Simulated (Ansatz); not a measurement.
Run report: WSi₂, band-structure calculation (part 1 of 2)

System: WSi₂ (slab, 12 atoms in the cell).
Method: DFT PBE, scalar-relativistic, plane waves, PAW, no spin polarisation (Ansatz 0.2.0).

The structure derives from an entry of the Crystallography Open Database. It belongs to a series of runs on one base structure; here: bands of the relaxed slab.

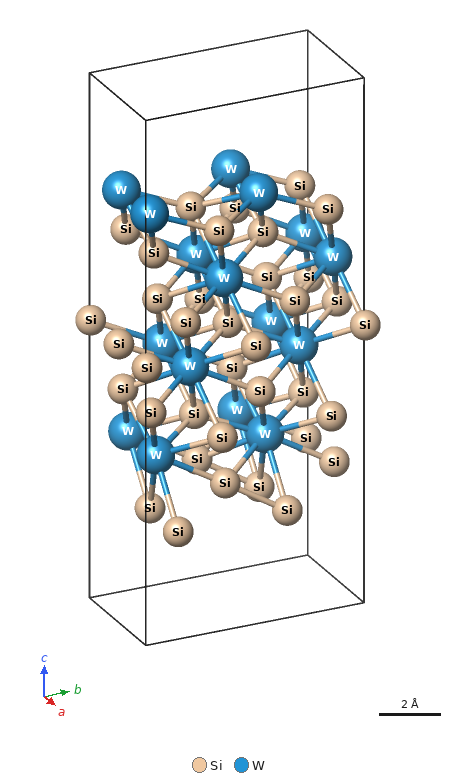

The input geometry (ball-and-stick view of the 2 × 2 repeat of the cell, with the vacuum cut short, seen slightly off an axis).

**Key numbers**

| quantity | value |
| --- | --- |
| outcome | converged |
| electrons treated | 88 |
| free energy | −46624.2969 eV |
| work function, top face | 3.86 eV |
| work function, bottom face | 5.59 eV |
| Fermi energy | 4.874 eV |
| gap on the k-point mesh | none (metallic) |
| work function (upper face) | 3.86 eV |
| largest force (length of the vector) | 0.009 eV/Å |
| hardware | 2 threads of Intel Xeon (Granite Rapids), 128 GiB of memory available, shared host |
| wall time | 87 s (CPU time 2.8 min) |
| peak memory | 1.5 GiB |

**Notes**

The program warns: the exchange-correlation potential is rough where the density is thin. Spin–orbit coupling is left out, which matters for W.

**Input**
```yaml
crystal:
  lattice:
    - [3.2289953256, 0.0, 0.0]
    - [-1.6144976628, 4.2518642008, 0.0]
    - [0.0, 0.0, 25.9491929706]
  atoms:
    - { symbol: Si, position: [0.6880807141, 0.377321712, 0.2834812679] }
    - { symbol: Si, position: [0.4364689574, 0.8733698063, 0.3258294755] }
    - { symbol: W, position: [0.1547045461, 0.3096074421, 0.3697831406] }
    - { symbol: Si, position: [0.8683511981, 0.7362937101, 0.4032106315] }
    - { symbol: Si, position: [0.5786199321, 0.1573636528, 0.442920563] }
    - { symbol: W, position: [0.2931108939, 0.5861175396, 0.4829540111] }
    - { symbol: Si, position: [0.0051235683, 0.010055861, 0.5197613317] }
    - { symbol: Si, position: [0.7190728247, 0.4380602786, 0.5583629067] }
    - { symbol: W, position: [0.4311199514, 0.8621445376, 0.5960970358] }
    - { symbol: Si, position: [0.1471533457, 0.2939729262, 0.6357215615] }
    - { symbol: Si, position: [0.8540864042, 0.7079999463, 0.6759045365] }
    - { symbol: W, position: [0.5728830418, 0.1452433432, 0.7051163418] }
basis:
  ecutwfc: 420
kpoints:
  mp_grid: { grid: [11, 8, 1] }
  band_path:
    path: [[0.5, 0, 0], [0, 0, 0], [0, 0.5, 0], [0.5, 0.5, 0], [0, 0, 0]]
    npoints: 12
hamiltonian:
  xc: pbe
scf:
  occupations: { method: gaussian, width: 0.1 }
  n_extra_bands: 30
output:
  forces: true
  eigenvalues: true
  populations: true
  fatbands: true
  write_density: true
  write_potential: true
  elf: true
  volumetric_format: npy
efield:
  axis: 3
  dipole_correction: true
  ramp_width: 0.04
```

Run as:
```bash
ansatz run input.yaml --threads 2 --pin off --max-ram 5632MiB --backend cpu --events-out ev --progress --plain --runs-dir out
```

**The program's output**
```
scf.n_extra_bands = 30 over 44 filled bands (N_el = 88.0): the run solves 74 bands
Engine: ansatz 0.2.0, x86_64-unknown-linux-gnu
Pseudopotentials: kind: paw
Pseudopotential: Si, paw, valence charge 4, recommended cutoff 420 eV (normal), Si.paw.azcp
Pseudopotential: W, paw, valence charge 14, recommended cutoff 420 eV (normal), W.paw.azcp
Functional definition: PBE
  parameter kappa = 0.804
  parameter beta = 0.06672455060314922
  exchange = pbe_x(kappa = kappa, mu = beta*pi^2/3)
  correlation = pbe_c(beta = beta)
Crystal: 12 atoms, lattice volume = 356.263 Å³
Basis set: ecut = 420 eV, 7017 PW (Γ), exchange–correlation on 48×64×360 points (8 copies of the dense FFT grid, shifted against one another)
Bands: 74, of which v1, the nominal top of the filled ones, is band 44 counted from 1 (43 counted from 0)
Symmetry: 1 space group operations
Space group: P1 (ITA 1), of the structure as read, at distance tolerance 7.1e-5 Å
k-points: 45 of 88 (time reversal used)
Non-local potential: Si, projectors of the file, l = 0: 2, l = 1: 2, l = 2: 2
Non-local potential: W, projectors of the file, l = 0: 3, l = 1: 2, l = 2: 2, l = 3: 1
PAW form: soft (Blöchl's): semilocal exchange-correlation on the pseudo side does not see the compensation charge
PAW one-centre angular grid: Si, 110 points (default); XC on 64 Gauss nodes
PAW one-centre angular grid: W, 590 points (default); XC on 64 Gauss nodes
Initial density: superposition of atomic densities (neutral atoms: chi_scale 0, normalization atom), corrected by the library's trained network
Initial wavefunctions: pseudopotential atomic-orbital guess
Functional: x = pbe(κ = 0.804, μ = 0.2195149727645171), c = pbe(β = 0.06672455060314922)
SCF iter   1: F=—  HF=-46624.426030 eV  |F-HF|=—  |Δ(HF+E_count)|=         —  Δρ=7.15e-3  dr2=5.50e0  ethr=1.77e-3  p=0.043 e·Å  D=2.18e-2 V/Å  ΔV_dip=-0.57 eV  dr2_dipole=4.91e0  V_vac-E_F(+/−)=4.26/4.82 eV  ⟨swp⟩=8.6  Hψ=19240  notcnv=0  defer=583
efield: sawtooth ramp at fractional position 0.9743 (placed from the atoms, in the widest stretch of the axis that holds none; the zero of the levels goes with the place), width 0.0400; the density the first Hamiltonian is built on has a dipole p = 0.043 e·Å; the dipole correction subtracts the counter field D = 2.18e-2 V/Å, which shifts the + side's vacuum level by -0.57 eV against the − side's; the planar-averaged density in the ramp window peaks in size at 5.2e-5 e/Å³
preconditioner: auto → LDOS  [metal: Δε(μ)=0.005 eV  Ē_g=8.923 eV  σ=0.100 eV  W_gap=0.03  n_scr=62 (ndim 8)  ℏωp=14.7 eV  f_vac=0.447  D(μ)=6.58/eV (n_scr^D=32)  β→1.0]
SCF iter   2: F=—  HF=-46624.376801 eV  |F-HF|=—  |Δ(HF+E_count)|=   4.92e-2  Δρ=5.25e-3  dr2=1.77e0  ethr=1.77e-3  p=0.181 e·Å  D=9.18e-2 V/Å  ΔV_dip=-2.38 eV  dr2_dipole=1.43e0  V_vac-E_F(+/−)=3.85/6.23 eV  ⟨swp⟩=2.0  Hψ=4051  notcnv=0  defer=937
SCF iter   3: F=—  HF=-46624.295878 eV  |F-HF|=—  |Δ(HF+E_count)|=   8.09e-2  Δρ=1.18e-3  dr2=3.70e-2  ethr=1.77e-3  p=0.124 e·Å  D=6.28e-2 V/Å  ΔV_dip=-1.63 eV  dr2_dipole=5.29e-3  V_vac-E_F(+/−)=3.99/5.62 eV  ⟨swp⟩=2.0  Hψ=2693  notcnv=0  defer=924
SCF iter   4: F=—  HF=-46624.297211 eV  |F-HF|=—  |Δ(HF+E_count)|=   1.33e-3  Δρ=4.90e-4  dr2=3.96e-3  ethr=4.21e-5  p=0.125 e·Å  D=6.34e-2 V/Å  ΔV_dip=-1.65 eV  dr2_dipole=1.79e-3  V_vac-E_F(+/−)=3.92/5.56 eV  ⟨swp⟩=2.0  Hψ=4283  notcnv=0  defer=833
SCF iter   5: F=—  HF=-46624.296910 eV  |F-HF|=—  |Δ(HF+E_count)|=   3.01e-4  Δρ=1.46e-4  dr2=3.04e-4  ethr=4.50e-6  p=0.128 e·Å  D=6.50e-2 V/Å  ΔV_dip=-1.69 eV  dr2_dipole=6.36e-5  V_vac-E_F(+/−)=3.90/5.59 eV  ⟨swp⟩=2.2  Hψ=3397  notcnv=0  defer=833
SCF iter   6: F=—  HF=-46624.296925 eV  |F-HF|=—  |Δ(HF+E_count)|=   1.51e-5  Δρ=5.87e-5  dr2=4.18e-5  ethr=3.45e-7  p=0.130 e·Å  D=6.58e-2 V/Å  ΔV_dip=-1.71 eV  dr2_dipole=5.71e-7  V_vac-E_F(+/−)=3.88/5.59 eV  ⟨swp⟩=2.2  Hψ=3461  notcnv=0  defer=833
SCF iter   7: F=—  HF=-46624.296913 eV  |F-HF|=—  |Δ(HF+E_count)|=   1.23e-5  Δρ=2.78e-5  dr2=2.72e-5  ethr=4.75e-8  p=0.130 e·Å  D=6.62e-2 V/Å  ΔV_dip=-1.72 eV  dr2_dipole=6.69e-6  V_vac-E_F(+/−)=3.87/5.59 eV  ⟨swp⟩=2.3  Hψ=4014  notcnv=0  defer=789
SCF iter   8: F=—  HF=-46624.296913 eV  |F-HF|=—  |Δ(HF+E_count)|=   1.72e-7  Δρ=1.30e-5  dr2=3.64e-6  ethr=3.09e-8  p=0.131 e·Å  D=6.64e-2 V/Å  ΔV_dip=-1.72 eV  dr2_dipole=2.77e-7  V_vac-E_F(+/−)=3.86/5.59 eV  ⟨swp⟩=2.4  Hψ=3177  notcnv=0  defer=789
SCF iter   9: F=—  HF=-46624.296913 eV  |F-HF|=—  |Δ(HF+E_count)|=   1.22e-7  Δρ=5.90e-6  dr2=4.25e-7  ethr=4.14e-9  p=0.131 e·Å  D=6.65e-2 V/Å  ΔV_dip=-1.73 eV  dr2_dipole=6.60e-8  V_vac-E_F(+/−)=3.86/5.59 eV  ⟨swp⟩=2.4  Hψ=3873  notcnv=0  defer=789
SCF iter  10: F=-46624.296913 eV  HF=-46624.296913 eV  |F-HF|=5.52e-8  |Δ(HF+E_count)|=   7.92e-8  Δρ=2.54e-6  dr2=8.64e-8  ethr=1.14e-10  p=0.131 e·Å  D=6.66e-2 V/Å  ΔV_dip=-1.73 eV  dr2_dipole=7.38e-9  V_vac-E_F(+/−)=3.86/5.59 eV  ⟨swp⟩=28.1  Hψ=36750  notcnv=0
SCF 1 converged in 10 iterations: F = -46624.296913 eV  dr2 = 8.64e-8
  greatest PAW one-centre occupation: 1.000 electrons in one spin orbital (limit 2), on the W atom at site 8 (counted from 0), in its partial waves of l = 0
```

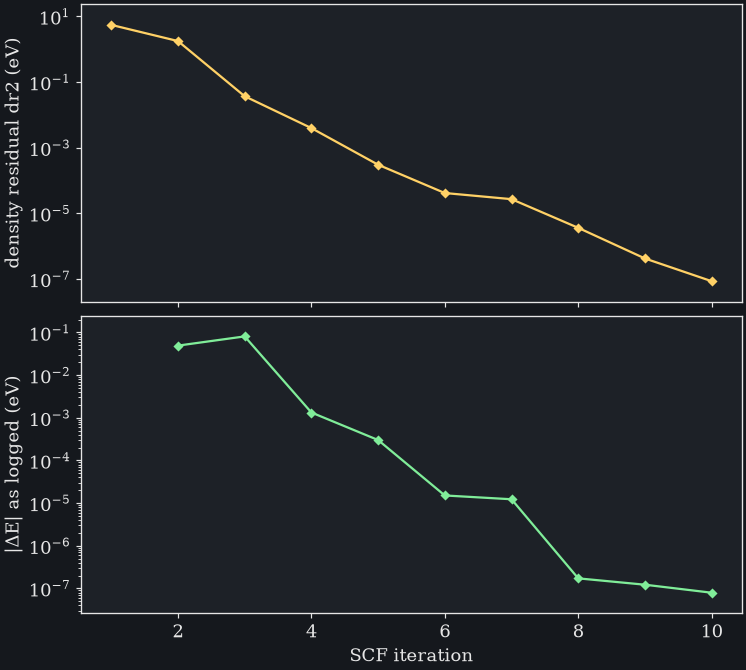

Convergence of the self-consistent field: density residual dr2 and size of the energy change against the SCF iteration. The residual falls at every step.

```
NSCF: frozen V_eff on 49 k-points
efield: sawtooth ramp at fractional position 0.9743 (kept from the solve that this one continues, or follows in the run), width 0.0400; the density the first Hamiltonian is built on has a dipole p = 0.131 e·Å; the dipole correction subtracts the counter field D = 6.66e-2 V/Å, which shifts the + side's vacuum level by -1.73 eV against the − side's; the planar-averaged density in the ramp window peaks in size at 2.5e-6 e/Å³
WARN: The output density's exchange-correlation potential varies sharply where the density is thin. Do not read a vacuum level from v_tot or v_xc, or from such a field of the output density. On a cell that repeats whose density bears no net charge and no dipole along the vacuum's axis use v_es (v_loc + v_h of the components); under efield.dipole_correction with no amplitude use v_es + v_field, which holds any external_charges[].barrier, or the levels of the report's work_function block, which leave it out; under a non-zero efield.amplitude the vacuum is tilted and has no level; on a cell that repeats and bears such a dipole with no correction it is tilted too, and efield.dipole_correction with no amplitude gives each side of its ramp a level where efield: is served; in a cell that repeats whose density bears a net charge (total_charge, or a fill off its count) it is curved and has none; of a slab under crystal.periodic whose density bears no net charge use v_es, which has a level on each side, short of where the two are joined; of another it falls or rises all the way out and has none; of a slab beside external_charges read slab_vacuum_level instead, which it has where they leave it neutral. The grid or the basis barely resolves most such structure, and the values can differ between equally converged runs; as a rule a tighter scf.convergence.dr2_threshold does not remove it. Where the density itself ripples (under the LDA too) a higher basis.ecutwfc lessens it. The files hold the spikes' plane waves up to the density's cutoff. Files: v_tot_of_output_density and the like, and their columns of v_z.tsv (output.write_potential); v_xc_of_output_density and the like, and their columns of v_comp_z.tsv (output.write_potential_components). Measured: with its Gaussian average of σ = 0.25 Å subtracted twice, the exchange-correlation potential is over 0.1 eV at 34 of the grid points where the equally averaged density (valence and model cores) is under 1e-3 e/Å³, and 0.164 eV at the most among them, at an averaged density of 2.5e-8 e/Å³. The input density's (outcome.potential() and, of a run that writes arrays, v_tot and v_xc) is over 0.1 eV, so measured, at 17 points of its own thin density, 0.120 eV at the most. See output.write_potential in the manual, Limitations
SCF converged after 10 iterations
Free energy (F): -46624.296913 eV
Harris-Foulkes:  -46624.296913 eV  (|F-HF|=5.52e-8)
Internal energy: -46624.260774 eV  (E = F + TS)
E sigma→0 (E₀):  -46624.278843 eV
Entropy (-TS):   -0.036139 eV (-3.012 meV/atom)
Fermi energy:    4.873868 eV
Dipole field:    D = 0.066637 V/Å  (p = 0.131197 e·Å, saw-weighted, corrected)
Work function:   Φ+ = 3.8598 eV   Φ− = 5.5890 eV
Levels:          The Fermi level and band energies are counted from a zero that moves with the ramp; work functions are not
--- Per-component energies (eV) ---
  E_band       = -1309.684167
  E_kinetic    = 2141.946689
  E_local      = -69081.494726  (includes V_loc(G=0)·N_el)
  E_nonlocal   = 206.308140
  E_hartree    = 33643.439127
  E_xc         = -1516.591478
  E_vxc        = -1339.165580  (∫ρ·V_xc dr)
  E_paw        = -38351.902893  (= ΣΔE_a)
  E_vpaw       = -520.682474  (= ΣTr[D̂ρ^β])
  E_aug_tail   = -0.000214  (compensation charges beyond the density's cutoff)
  E_efield     = 0.004371  (sawtooth field / dipole correction)
  E_vefield    = -3.514943  (∫n·V_field dr)
  E_ewald      = 26334.030209
  E_smearing   = -0.036139  (= −TS)
  E_closure    = -0.000000  (closes the sum)
  Σ components = -46624.296913   (vs F -46624.296913, Δ=0.00e0)
```
